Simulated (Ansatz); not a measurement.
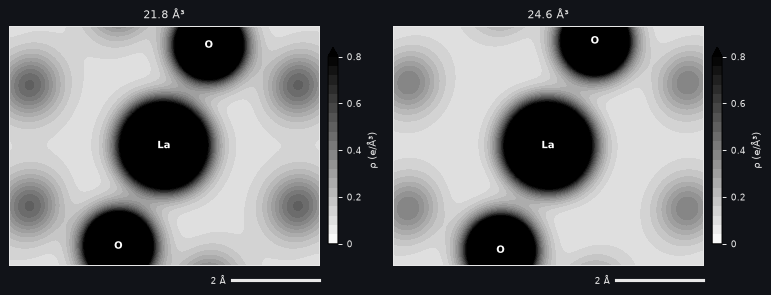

La2O. The valence electron density of cells scaled evenly to different volumes (given per atom above each panel), on the (111) plane of each (indices in the axes of the cell below), at one length scale and on one colour scale.

A generated structure, not necessarily the stable one.

Theory: DFT PBE, scalar-relativistic, plane waves, PAW (Ansatz 0.2.0).

In a PAW calculation such maps are meaningful between the atoms, not at the nuclei.

The largest cell:

```
La O
1.0
     3.74967    0.00000    0.00000
     0.00000    3.74967    0.00000
     0.00000    0.00000    5.25137
La O
2 1
Cartesian
  1.8748 1.8748 2.6257
  0.0000 0.0000 0.0000
  0.0000 0.0000 2.6257
```

| volume (Å³/atom) | La–O contact in the plane (Å) | ρ at its midpoint (e/Å³) | pressure (GPa) | 
| --- | --- | --- | --- |
| 21.83 | 2.545 | 0.341 | 5.0 | 
| 23.22 | 2.600 | ? | ? | 
| 24.61 | 2.651 | 0.272 | −3.7 | 

### What values belong in the row with question marks?

Over the known rows ln ρ falls by 2.13 per Å of La–O distance (the line through the two), which gives 0.303 e/Å³ at 2.600 Å; the calculation gives 0.303 e/Å³. For the pressure, a straight line in volume between the neighbouring rows gives 0.7 GPa; the calculation gives 0.0, lower because pressure rises ever faster on compression.
